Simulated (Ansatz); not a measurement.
**TiAl₃ (interface cell): density, localisation and related maps**

```
CELL_PARAMETERS angstrom
5.62818 0.00000 0.00000
-2.81409 4.87415 0.00000
0.00000 0.00000 13.78757
ATOMIC_POSITIONS crystal
Al 0.00149 0.50074 0.00000
Ti 0.00000 0.00000 0.00000
Ti 0.66667 0.33333 0.17032
Ti 0.33333 0.66667 0.32968
Al 0.66713 0.83357 0.16604
Al 0.33287 0.16643 0.33396
Al 0.49926 0.99851 0.00000
Al 0.16643 0.33287 0.16604
Al 0.83357 0.66713 0.33396
Al 0.49926 0.50074 0.00000
Al 0.83357 0.16643 0.33396
Al 0.16643 0.83357 0.16604
Ti 0.66667 0.33333 0.82968
Ti 0.33333 0.66667 0.67032
Al 0.99851 0.49926 0.50000
Al 0.66713 0.83357 0.83396
Al 0.33287 0.16643 0.66604
Al 0.16643 0.33287 0.83396
Al 0.83357 0.66713 0.66604
Al 0.83357 0.16643 0.66604
Al 0.16643 0.83357 0.83396
Ti 0.00000 0.00000 0.50000
Al 0.50074 0.00149 0.50000
Al 0.50074 0.49926 0.50000
```

Computed without spin polarisation.

Level of theory: DFT PBE, scalar-relativistic, plane waves, PAW in Ansatz 0.2.0.

In a PAW calculation such maps are meaningful between the atoms, not at the nuclei.

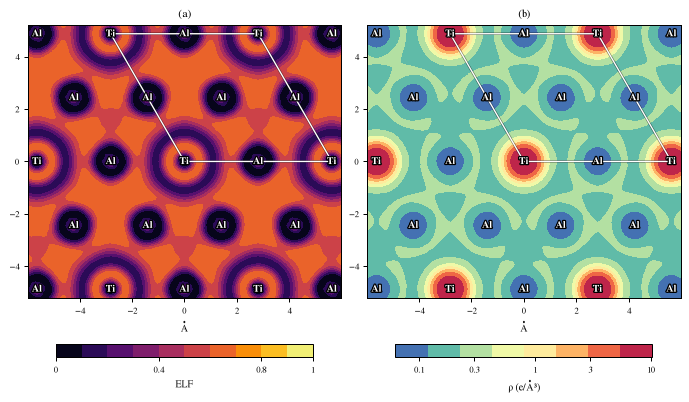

Figure 1. (a) ELF; (b) valence pseudo-density on the (001) plane of the calculation cell.

> Describe what can be read from this map.

Atoms in the plane: Ti and Al. Al–Al (2.81 Å): ρ at the midpoint is about 0.22 e/Å³; the ELF peaks at about 0.65 between the atoms. Between the atoms the lowest density in this plane is 0.19 e/Å³. The features right at Ti lie inside the PAW spheres, where the map follows smoothed inner orbitals and isn't to be read closely.

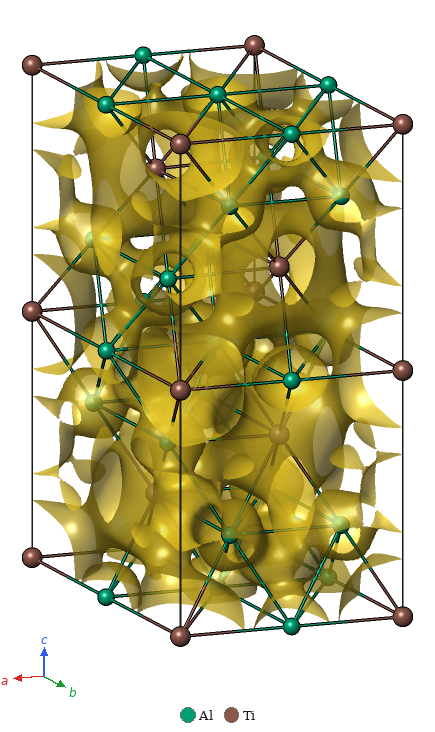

Figure 2. Isosurface of the electron localisation function at 0.55 (yellow), seen at an oblique angle. Core shells and regions of very low density are left out. Sticks mark near contacts.

> Where are the electrons localised?

The surface consists of one network that runs through the whole crystal, counted in one cell of 24 atoms. Any copies at cell faces, edges or corners count once. Along the contacts the grid gives the following. Ti–Al (2.78 Å): the ELF is about 0.35 at the midpoint. Al–Al (2.80 Å): the ELF peaks at about 0.70 between the atoms.

> Does the calculation make it a metal, or give it a gap?

It is gapless in this calculation (a metal or semimetal).
